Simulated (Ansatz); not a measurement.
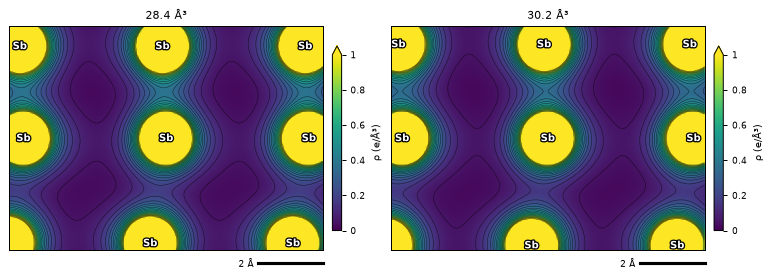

Sb. The valence charge density (pseudo) of cells scaled evenly to different volumes (given per atom above each panel), on the (11̄0) plane of each (indices in the axes of the cell below), at one length scale and on one colour scale.

Computed with Kohn-Sham DFT of a periodic cell, RPBE with D4, Ansatz PAW in Ansatz 0.2.0.

In a PAW calculation such maps are meaningful between the atoms, not at the nuclei.

The largest cell:

```cif
data_structure
_symmetry_space_group_name_H-M 'P 1'
_symmetry_Int_Tables_number 1
_cell_length_a 4.5067
_cell_length_b 4.5067
_cell_length_c 4.5067
_cell_angle_alpha 57.110
_cell_angle_beta 57.110
_cell_angle_gamma 57.110
_cell_volume 60.41
loop_
_atom_site_label
_atom_site_type_symbol
_atom_site_fract_x
_atom_site_fract_y
_atom_site_fract_z
_atom_site_occupancy
Sb1 Sb 0.76651 0.76651 0.76651 1
Sb2 Sb 0.23349 0.23349 0.23349 1
```

| volume (Å³/atom) | Sb–Sb contact in the plane (Å) | ρ at its midpoint (e/Å³) | pressure (GPa) | 
| --- | --- | --- | --- |
| 28.39 | 2.849 | 0.382 | 2.7 | 
| 29.60 | 2.889 | ? | ? | 
| 30.21 | 2.908 | 0.352 | −1.3 | 

> What values belong in the row with question marks?

Over the known rows ln ρ falls by 1.39 per Å of Sb–Sb distance (the line through the two), which gives 0.361 e/Å³ at 2.889 Å; the calculation gives 0.362 e/Å³. For the pressure, a straight line in volume between the neighbouring rows gives 0.0 GPa; the calculation gives −0.1.
